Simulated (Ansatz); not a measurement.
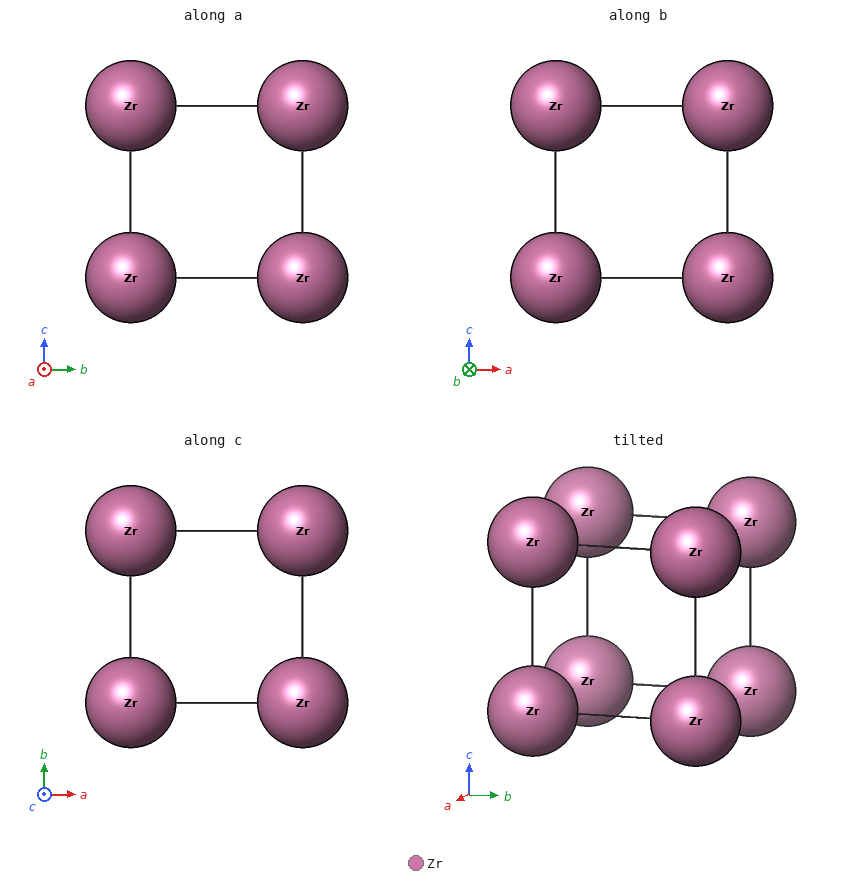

A spheres-only rendering, viewed along the a axis, along the b axis, along the c axis and slightly off an axis. The edges of the conventional unit cell are marked.

Lattice parameters: a = 2.7919 Å, b = 2.7919 Å, c = 2.7919 Å, α = 90.000°, β = 90.000°, γ = 90.000°.

Question: Express the structure as a CIF in P1 with every atom of the cell.

Answer:
```cif
data_structure
_symmetry_space_group_name_H-M 'P 1'
_symmetry_Int_Tables_number 1
_cell_length_a 2.7919
_cell_length_b 2.7919
_cell_length_c 2.7919
_cell_angle_alpha 90.000
_cell_angle_beta 90.000
_cell_angle_gamma 90.000
_cell_volume 21.76
loop_
_atom_site_label
_atom_site_type_symbol
_atom_site_fract_x
_atom_site_fract_y
_atom_site_fract_z
_atom_site_occupancy
Zr1 Zr 0.0000 0.0000 0.0000 1
```

It goes back to a structure type filled with this element by a generator (whether the element takes this form wasn't checked). Earlier steps of the study may have refined or changed the cell and positions. An electronic-structure calculation with Ansatz was run on it.

At this level of theory the cell isn't at rest (compressed, at 11 GPa), so its distances can differ from those at equilibrium, the more so the softer the solid.
